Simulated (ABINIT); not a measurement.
## Sb: band-structure run (part 3 of 3)

Continued. System: Sb (R-3m, 2 atoms in the cell). Method: Kohn-Sham DFT of a periodic cell, LDA, JTH PAW LDA v2.0, no spin polarisation (ABINIT 10.8.3); cutoff 408.17 eV, 8×8×8 k-mesh, fermi-dirac of 0.05 eV. The structure derives from an entry of the Crystallography Open Database.

Geometry of the input (Å; fractional positions):
```
2.1542  1.2437  3.7580
-2.1542  1.2437  3.7580
0.0000  -2.4875  3.7580
Sb 0.7665  0.7665  0.7665
Sb 0.2335  0.2335  0.2335
```

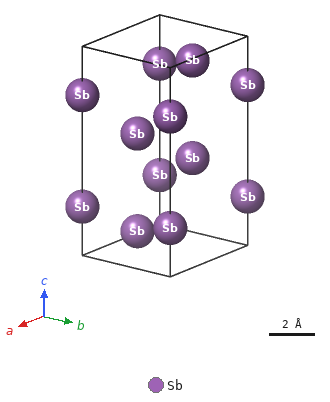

Fig. 1: The input geometry (spheres-only view of the cell 3 times as large as that of the calculation, set on its symmetry axes, seen at an oblique angle).

Key numbers:

```json
{"quantity": "outcome", "value": "converged"}
{"quantity": "space group (tolerance 0.01 Å)", "value": "R-3m (166)"}
{"quantity": "electrons treated", "value": "30"}
{"quantity": "free energy", "value": "−4505.5966 eV"}
{"quantity": "Fermi energy", "value": "6.887 eV"}
{"quantity": "gap on the k-point mesh", "value": "none (metallic)"}
{"quantity": "pressure", "value": "−1.21 GPa"}
{"quantity": "largest force (length of the vector)", "value": "0.014 eV/Å"}
{"quantity": "wall time", "value": "22 s"}
{"quantity": "peak memory", "value": "0.12 GiB"}
```
